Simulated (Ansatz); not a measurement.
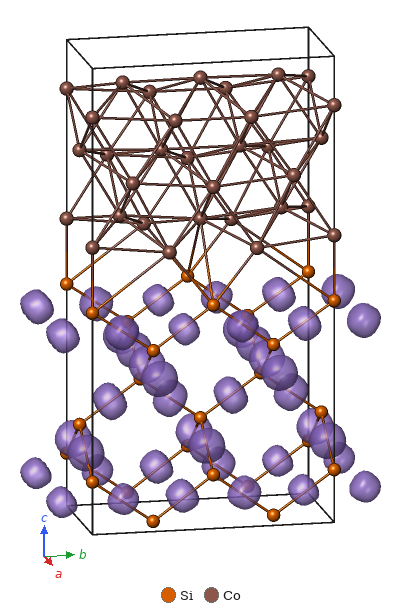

Figure. Co3Si2 (interface cell). Isosurface of the electron localisation function at 0.85 (purple), seen slightly off an axis. Core shells and regions of very low density are left out. Sticks mark near contacts.

Spin-polarised.

Theory: DFT PBE, scalar-relativistic, plane waves, PAW (Ansatz 0.2.0).

In a PAW calculation such maps are meaningful between the atoms, not at the nuclei.

What do the ELF domains correspond to?

At this value the surface marks out 20 regions between bonded Si–Si atoms, counted in one cell of 30 atoms. Regions shared between cells count once. Along the contacts the grid gives the following. Co–Si (2.11 Å): the ELF peaks at about 0.80 in the valence shell of Si, 0.8 Å from its nucleus, and is about 0.50 at the midpoint. Si–Si (2.35 Å): the ELF peaks at about 0.95 between the atoms.

Which magnetic arrangement did the calculation end in?

Parallel moments (a ferromagnetic arrangement) in this solution; site moments Co: +1.6 μB (×17) and +1.1 μB in one cell of 30 atoms.
